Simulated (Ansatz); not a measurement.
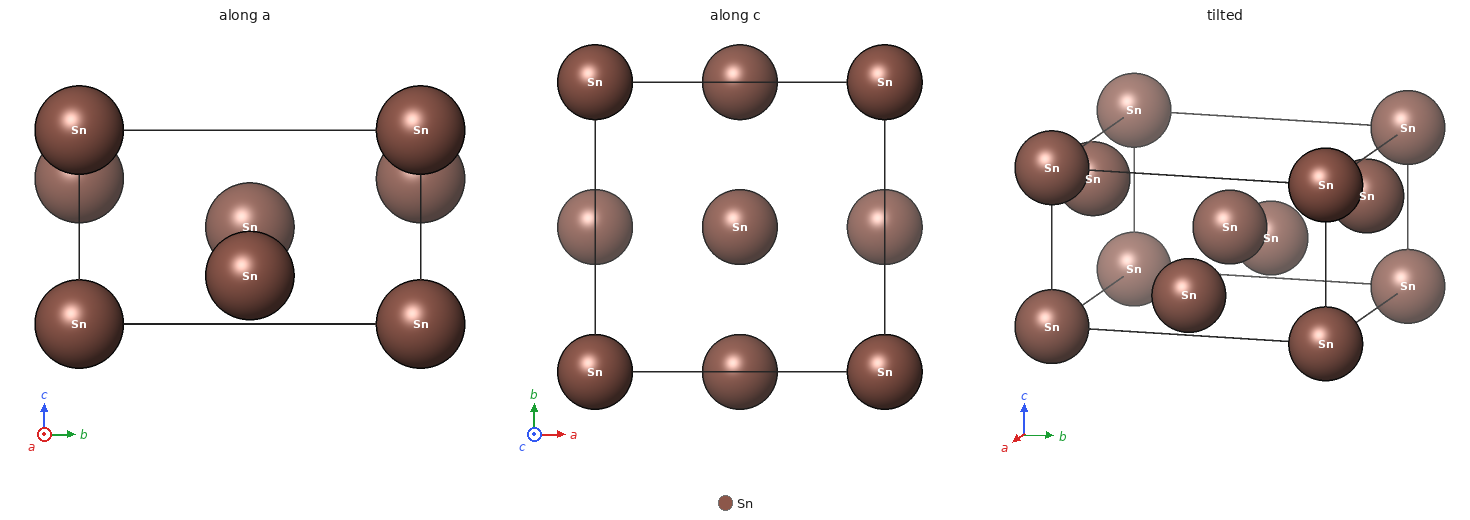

A spheres-only rendering, viewed along the a axis, along the c axis and slightly off an axis. The edges of the conventional unit cell are marked.

**Count the atoms in the cell.**

4 (tin), counting shared atoms by their share.

**To which lattice type does it belong?**

Body-centred tetragonal.

**Name the space group.**

I4_1/amd (No. 141), with Sn on 4a.

**Which textbook structure type do you recognise?**

Β-tin type.

The structure was taken from a structure type known for this element. It was relaxed at fixed volume with DFT HSE06, scalar-relativistic, plane waves, PAW (Ansatz).
